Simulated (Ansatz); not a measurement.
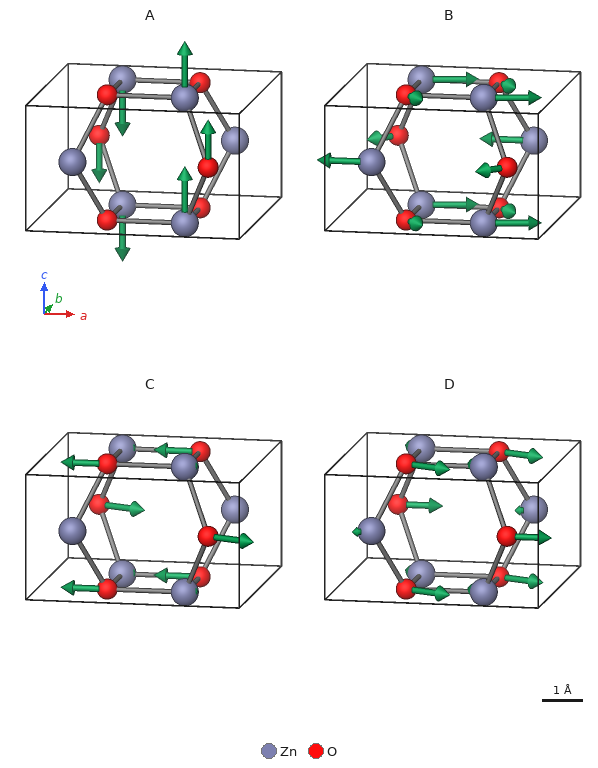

Four optical modes of crystalline ZnO at the zone centre, in no order (one member of each degenerate set). The green arrows give the relative displacements of the atoms. The picture is a ball-and-stick view of the cell of the calculation, seen slightly off an axis.

The calculation used Ansatz, DFT PBEsol, scalar-relativistic, plane waves, PAW. Set-up: plane-wave cutoff 420 eV; k-point mesh 6 × 6 × 8; occupations fixed; no spin polarisation.

Frequencies are those without the non-analytic (LO–TO) term.

Order them from the lowest to the highest frequency (imaginary ones first).

A (80 cm⁻¹), B (208 cm⁻¹), D (356 cm⁻¹), C (482 cm⁻¹). A, E_g: All motion is along c; atoms of one kind move against one another, with no net shift of any sublattice; it mainly bends the O–Zn bonds; the kinetic energy is shared as Zn 85 %, O 15 %. B, E_u: The kinetic energy is shared as Zn 91 %, O 9 %. D, E_u: It stretches the O–Zn bonds (2.01 Å); the kinetic energy is shared as O 75 %, Zn 25 %. C, E_u: It stretches the O–Zn bonds (2.01 Å); the kinetic energy is shared as O 97 %, Zn 3 %.
